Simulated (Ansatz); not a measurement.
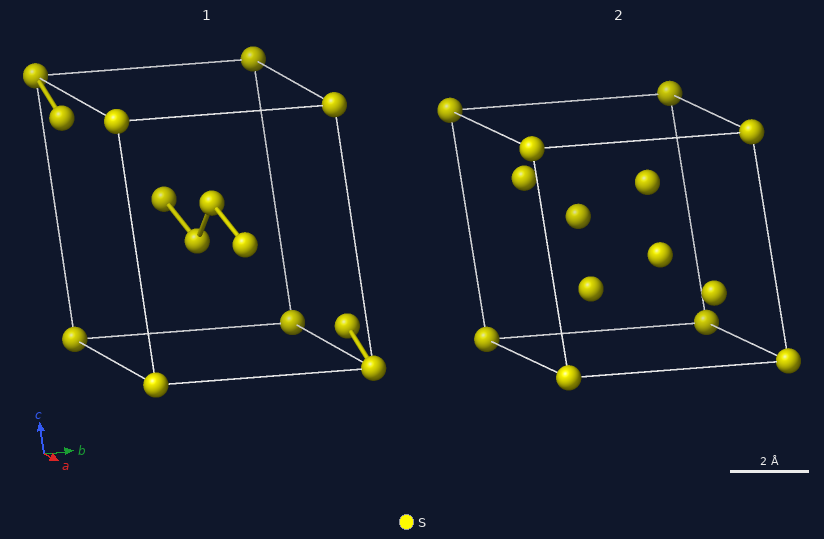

Two geometries of a crystal of S (built on the Hg_14 type) (coarse preliminary run), drawn at one scale. One is the start of a relaxation, the other its converged end. Style: ball-and-stick. Shown: the cell of the calculation, slightly off an axis.

Theory: DFT PBE, scalar-relativistic, plane waves, PAW (Ansatz). Set-up: plane-wave cutoff 420 eV; k-point mesh 4 × 4 × 4; occupations gaussian; smearing width 0.1 eV; no spin polarisation; cell and atoms relaxed; force threshold 0.04 eV/Å; at most 70 steps.

Which of the two is the end point?

Answer. Structure 1 is the relaxed one. Case: Hg type (P2_1/c, No. 14). Over 32 accepted moves (39 points after the start) the energy falls by 1415 meV per atom. Largest force component: 0.73 eV/Å at the start, 0.0039 eV/Å at the end. Pressure: −11.28 GPa at the start and 0.01 GPa at the end. The line search rejected the trial steps at points 5, 11, 13, 19, 23, 29 of the run. At 1 point the geometry stayed and the basis and grid were re-selected for the new cell (energy shift of 1.0 meV per atom at most each time). The largest moves relative to the cell, 1.60 Å, are those of S atoms. Cell: a 5.643 → 5.589 Å (−1.0 %), b 6.133 → 6.078 Å (−0.9 %), c 6.127 → 7.001 Å (+14.3 %), β 114.4° → 114.8°. Volume +11.8 %. Some distances before and after: S–S 3.379 → 2.181 Å, S–S 3.153 → 1.970 Å. New bonds form: S–S (3.15 → 1.97 Å), S–S (3.38 → 2.18 Å). The space group stays P2_1/c (No. 14).
